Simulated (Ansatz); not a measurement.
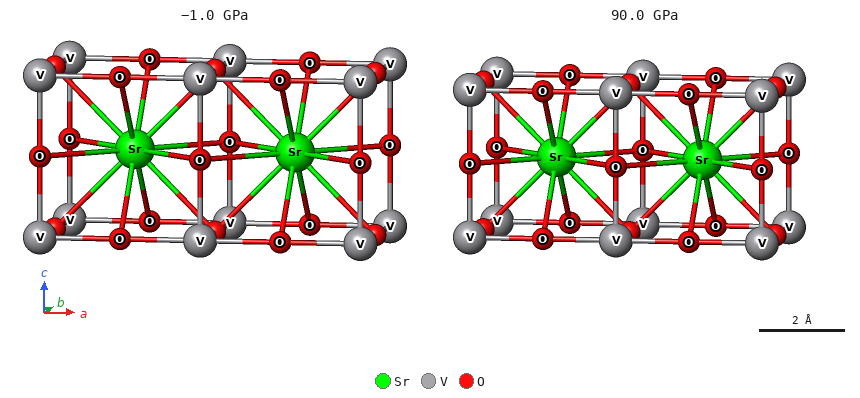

A crystal of SrVO$_{3}$ (set up in Pm-3m), relaxed (cell and atoms) at several target pressures. The picture shows the first and the last member. A ball-and-stick model of the cell of the calculation, repeated 2 × 1 × 1 with one cell outlined, seen slightly off an axis.

Computed with Ansatz 0.2.0: DFT PBE, scalar-relativistic, plane waves, PAW. (plane-wave cutoff 420 eV; k-point mesh 10 × 10 × 10; occupations gaussian; smearing width 0.1 eV; collinear spin; cell and atoms relaxed; force threshold 0.008 eV/Å)

```json
{"pressure (GPa)": "−1.0", "volume (Å³/atom)": "11.559", "a (Å)": "3.866"}
{"pressure (GPa)": "0.0", "volume (Å³/atom)": "11.492", "a (Å)": "3.859"}
{"pressure (GPa)": "1.0", "volume (Å³/atom)": "11.428", "a (Å)": "3.852"}
{"pressure (GPa)": "4.0", "volume (Å³/atom)": "11.249", "a (Å)": "3.831"}
{"pressure (GPa)": "12.0", "volume (Å³/atom)": "?", "a (Å)": "?"}
{"pressure (GPa)": "25.0", "volume (Å³/atom)": "10.307", "a (Å)": "3.721"}
{"pressure (GPa)": "50.0", "volume (Å³/atom)": "9.556", "a (Å)": "3.629"}
{"pressure (GPa)": "90.0", "volume (Å³/atom)": "8.744", "a (Å)": "3.523"}
```

One row is withheld. What does the calculation give there?

Murnaghan's form V = V₀(1 + B′P/B₀)^(−1/B′), with V₀ = 11.492 Å³ from the row at zero pressure, fits the other rows with B₀ = 184 GPa and B′ = 3.91 (largest miss 0.006 Å³). At 12.0 GPa it gives 11.492 × (1 + 3.91 × 12.0/184)^(−1/3.91) = 10.843 Å³ per atom. The calculation gives 10.838 Å³/atom (a = 3.784 Å). The estimate is 0.005 Å³/atom too high. From the first member to the last: Sr–Sr 3.866 → 3.523 Å, Sr–V 3.348 → 3.051 Å, O–Sr 2.734 → 2.491 Å.

The whole series:

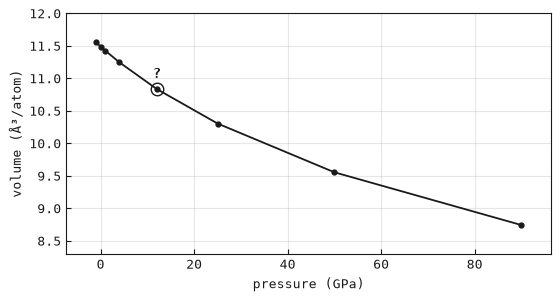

The cells carry a magnetic moment (0.3 to 0.0 μB per cell in all, first to last member); only the order that this cell allows was tried.

Each member starts from this one structure; whether another phase lies lower wasn't checked.
